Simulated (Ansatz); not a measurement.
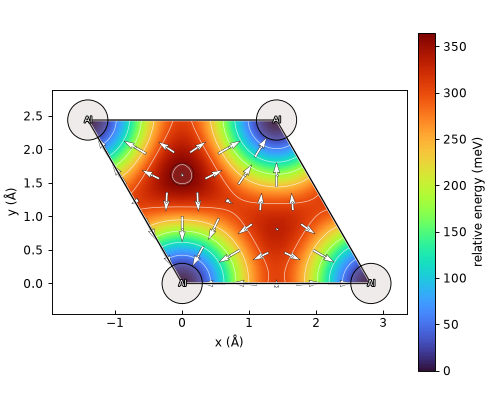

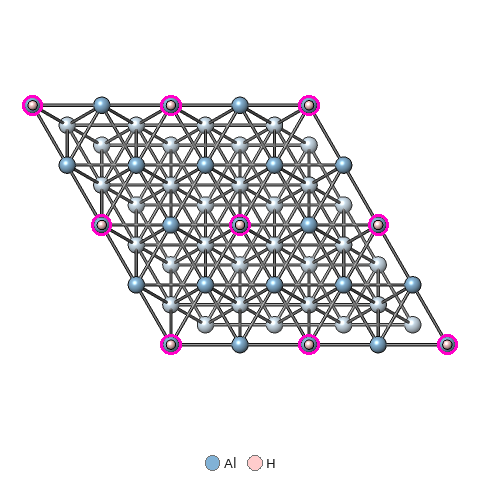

Energy landscape of H on an Al(111) slab cut from the Fm-3m phase, its upper half relaxed before the scan (12 atoms of substrate and one adsorbate in a 2 × 2 cell). 
- H is moved over the surface cell at a fixed height above a rigid substrate; the origin of the map has the adsorbate above Al9; the height is held at 2.20 Å.
- Places are given modulo a cell vector. The map is drawn in real space over the plane of the surface.
- Grid: 6 × 6 points; 10 points were computed and 26 follow by symmetry.
- Places are given in fractions of the 1 × 1 surface cell.
- Energies are in meV, from the lowest grid point.
- The runs have no spin polarisation, so an open-shell adsorbate far from the surface lies too high. At a fixed height the lowest place need not be the adsorption site.
- These are results of DFT PBE+D3(BJ), scalar-relativistic, plane waves, PAW in Ansatz, not measurements. Settings: cutoff 420 eV, k-mesh 6×6×1, gaussian smearing 0.1 eV, no spin polarisation.

In the figure: a smooth colour map with a few white contour lines, dots at the grid points, arrows along the force (downhill), their lengths compressed, labelled circles for the atoms of the top layer and small ones for the second layer, the outline of one cell of the plane. Between grid points the surface is interpolated. The second picture is the structure at the lowest point; rings mark the moved atoms.

Q: Where are the wells?

A: The lowest grid point is at the top site over a surface Al atom, (0/6, 0/6) of the cell vectors. No other kind of well shows on this grid. The highest grid point, a threefold hollow over a second-layer Al atom, (2/6, 4/6) of the cell vectors, lies 365 meV above the lowest. On the interpolated surface the easiest way out of the lowest well to its copy in the next cell or period passes a barrier of about 310 meV. At the lowest point the adsorbate has 1 Al at 2.20 Å as nearest neighbours, at the highest 3 Al at 2.74 Å.

The input of one point:

```yaml
crystal:
  lattice:
    - [5.6314608543, 0.0, 0.0]
    - [-2.8157304272, 4.8769881603, 0.0]
    - [0.0, 0.0, 21.6684292099]
  atoms:
    - { symbol: Al, position: [0.3333333333, 0.1666666667, 0.1846003677] }
    - { symbol: Al, position: [0.3333333333, 0.6666666667, 0.1846003677] }
    - { symbol: Al, position: [0.8333333333, 0.1666666667, 0.1846003677] }
    - { symbol: Al, position: [0.8333333333, 0.6666666667, 0.1846003677] }
    - { symbol: Al, position: [0.1666666667, 0.3333333333, 0.2900502825] }
    - { symbol: Al, position: [0.1666666667, 0.8333333333, 0.2900502825] }
    - { symbol: Al, position: [0.6666666667, 0.3333333333, 0.2900502825] }
    - { symbol: Al, position: [0.6666666667, 0.8333333333, 0.2900502825] }
    - { symbol: Al, position: [0.0, 0.0, 0.3954337957] }
    - { symbol: Al, position: [0.0, 0.5, 0.3954337957] }
    - { symbol: Al, position: [0.5, 0.0, 0.3954337957] }
    - { symbol: Al, position: [0.5, 0.5, 0.3954337957] }
    - { symbol: H, position: [0.0, 0.0, 0.496963998] }
basis:
  ecutwfc: 420
kpoints:
  mp_grid: { grid: [6, 6, 1] }
hamiltonian:
  xc: pbe
  pseudopotentials: { kind: paw, azcp: { folder: soft_1 } }
  dispersion: d3bj
scf:
  occupations: { method: gaussian, width: 0.1 }
output:
  forces: true
  eigenvalues: true
efield:
  axis: 3
  dipole_correction: true
  ramp_width: 0.04
```

Time for the 10 points that were run: 8.7 min on 1 thread of Arm Neoverse N1, on a shared host.
